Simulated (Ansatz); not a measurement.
## Electronic structure of Ga$_{18}$N$_{19}$ (cell charge −3, with a compensating background) (cell with a defect) in real space

Input file:

```
crystal:
  lattice:
    - [4.8275357019, 2.787179037, 5.2431089459]
    - [-4.8275357019, 2.787179037, 5.2431089459]
    - [1.0e-10, -5.574358074, 5.2431089459]
  atoms:
    - { symbol: Ga, position: [0.3942205719, 0.3935681609, 0.7185665113] }
    - { symbol: Ga, position: [0.3942218649, 0.7181210683, 0.3939825284] }
    - { symbol: Ga, position: [0.719792819, 0.0546065894, 0.7195482831] }
    - { symbol: Ga, position: [0.3905089019, 0.0556842968, 0.0561126281] }
    - { symbol: Ga, position: [0.7187627321, 0.3935877712, 0.393981487] }
    - { symbol: Ga, position: [0.0552950277, 0.7191343653, 0.7195328427] }
    - { symbol: Ga, position: [0.7197941644, 0.7191336774, 0.0549887305] }
    - { symbol: Ga, position: [0.0563537385, 0.0557122741, 0.3903029848] }
    - { symbol: Ga, position: [0.0563601289, 0.3898912638, 0.0561048562] }
    - { symbol: Ga, position: [0.4465756478, 0.7774097134, 0.77782041] }
    - { symbol: Ga, position: [0.4445487553, 0.1107284816, 0.4443323972] }
    - { symbol: Ga, position: [0.7780724952, 0.4459540568, 0.7778134465] }
    - { symbol: Ga, position: [0.4445371482, 0.4439115819, 0.1111369521] }
    - { symbol: Ga, position: [0.7780695199, 0.7773998238, 0.4463552347] }
    - { symbol: Ga, position: [0.1121772572, 0.1101680071, 0.7767593675] }
    - { symbol: Ga, position: [0.7748116071, 0.107656616, 0.112385708] }
    - { symbol: Ga, position: [0.1114058607, 0.4438721155, 0.4443095563] }
    - { symbol: Ga, position: [0.1122688546, 0.7774834893, 0.1112076585] }
    - { symbol: "N", position: [0.5167467242, 0.5160795592, 0.8484469357] }
    - { symbol: "N", position: [0.5167442852, 0.8480265474, 0.5164918299] }
    - { symbol: "N", position: [0.8416909059, 0.1844707552, 0.8382479093] }
    - { symbol: "N", position: [0.5146052114, 0.1815065169, 0.1819212887] }
    - { symbol: "N", position: [0.8486938398, 0.5160702296, 0.5164831353] }
    - { symbol: "N", position: [0.1884915491, 0.8385647459, 0.841936718] }
    - { symbol: "N", position: [0.8417574086, 0.8355421382, 0.1900761813] }
    - { symbol: "N", position: [0.1821673722, 0.1814767447, 0.5144011595] }
    - { symbol: "N", position: [0.1821514389, 0.5139735788, 0.1819098767] }
    - { symbol: "N", position: [0.2377509693, 0.5683418232, 0.5687574676] }
    - { symbol: "N", position: [0.2459811083, 0.9002683705, 0.247391929] }
    - { symbol: "N", position: [0.5690033689, 0.2370972053, 0.5687715228] }
    - { symbol: "N", position: [0.249613975, 0.247446467, 0.8960281344] }
    - { symbol: "N", position: [0.569011416, 0.5683682223, 0.237489907] }
    - { symbol: "N", position: [0.9036846366, 0.9030144336, 0.569432751] }
    - { symbol: "N", position: [0.5696879653, 0.9030052609, 0.9034248866] }
    - { symbol: "N", position: [0.897568178, 0.2471677134, 0.2445990715] }
    - { symbol: "N", position: [0.9036984452, 0.5690315887, 0.9034169953] }
    - { symbol: "N", position: [0.052435365, 0.0544668734, 0.0532779128] }
  host:
    lattice:
      - [3.2183571346, 0.0, 0.0]
      - [-1.6091785673, 2.787179037, 0.0]
      - [0.0, 0.0, 5.2431089459]
    atoms:
      - { symbol: Ga, position: [0.6666666667, 0.3333333333, 0.4991348446] }
      - { symbol: Ga, position: [0.3333333333, 0.6666666667, 0.9991348446] }
      - { symbol: "N", position: [0.6666666667, 0.3333333333, 0.8758651554] }
      - { symbol: "N", position: [0.3333333333, 0.6666666667, 0.3758651554] }
total_charge: -3
basis:
  ecutwfc: 420
  xc_grid: 2
kpoints:
  mp_grid: { grid: [2, 2, 2], shift: [0.5, 0.5, 0.5] }
hamiltonian:
  xc: pbe
scf:
  occupations: { method: gaussian, width: 0.02 }
output:
  forces: true
  stress: false
  eigenvalues: true
  charged_corrections:
    defect_position: [0.05555556, 0.05555556, 0.05555556]
    epsilon: [[10.4913, 0.0, 0.0], [0.0, 10.4913, 0.0], [0.0, 0.0, 11.6886]]
  write_density: true
  write_potential: true
  elf: true
  volumetric_format: npy
relax:
  adjacent_minimum: "off"
  f_tol: 0.03
  max_steps: 40
```

Command:

```sh
ansatz run input.yaml --threads 8 --pin off --max-ram 16384MiB --backend cpu --events-out ev --progress --plain --runs-dir out
```

The fields are those of the relaxed geometry.

Computed with DFT PBE, scalar-relativistic, plane waves, PAW in Ansatz.

In a PAW calculation such maps are meaningful between the atoms, not at the nuclei.

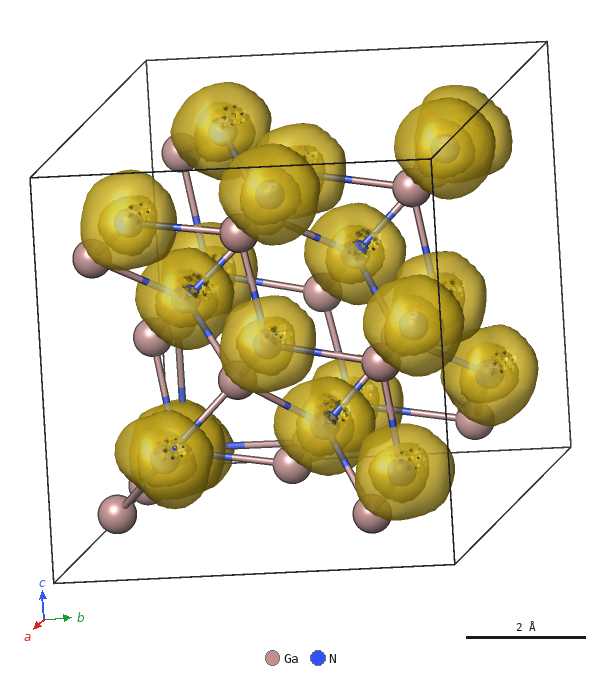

Figure 1. Isosurface of the electron localisation function at 0.75 (yellow), seen slightly off an axis. Only the valence region is drawn (cores and ρ < 0.01 e/Å³ removed). Sticks mark near contacts.

Q: Describe the localisation domains.

A: The surface consists of 19 regions wrapped around N (the valence shell of each), counted in one cell of 37 atoms. Regions shared between cells count once.


Ga–N (1.83 Å): the ELF peaks at about 0.85 in the valence shell of N, 0.6 Å from its nucleus, and is about 0.55 at the midpoint. Ga–N (1.90 Å): the ELF peaks at about 0.85 in the valence shell of N, 0.7 Å from its nucleus, and is about 0.50 at the midpoint.

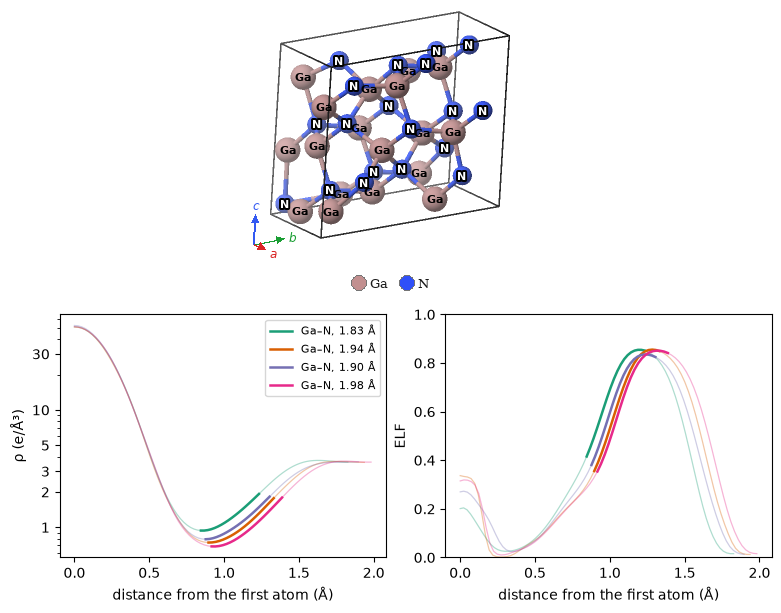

Figure 2. Valence electron density and electron localisation function along straight lines between neighbouring atoms. Thin, pale parts lie inside the atomic spheres. The structure is drawn too.

Q: What can be read from the curves?

A: Ga–N (1.83 Å): ρ is about 0.96 e/Å³ halfway; the ELF peaks at about 0.85 in the valence shell of N, 0.6 Å from its nucleus, and is about 0.55 at the midpoint.
Ga–N (1.94 Å): ρ at the midpoint is about 0.77 e/Å³; the ELF peaks at about 0.85 in the valence shell of N, 0.7 Å from its nucleus, and is about 0.45 at the midpoint.
Ga–N (1.90 Å): the density is about 0.82 e/Å³ at the midpoint; the ELF peaks at about 0.85 in the valence shell of N, 0.7 Å from its nucleus, and is about 0.50 at the midpoint.
Ga–N (1.98 Å): the density is about 0.7 e/Å³ at the midpoint; the ELF peaks at about 0.85 in the valence shell of N, 0.7 Å from its nucleus, and is about 0.45 at the midpoint.

Q: Does the calculation make it a metal, or give it a gap?

A: It is gapped, with a Kohn–Sham gap of 1.5 eV on the k-point mesh (the band edges may lie off the mesh, which would make the gap smaller).
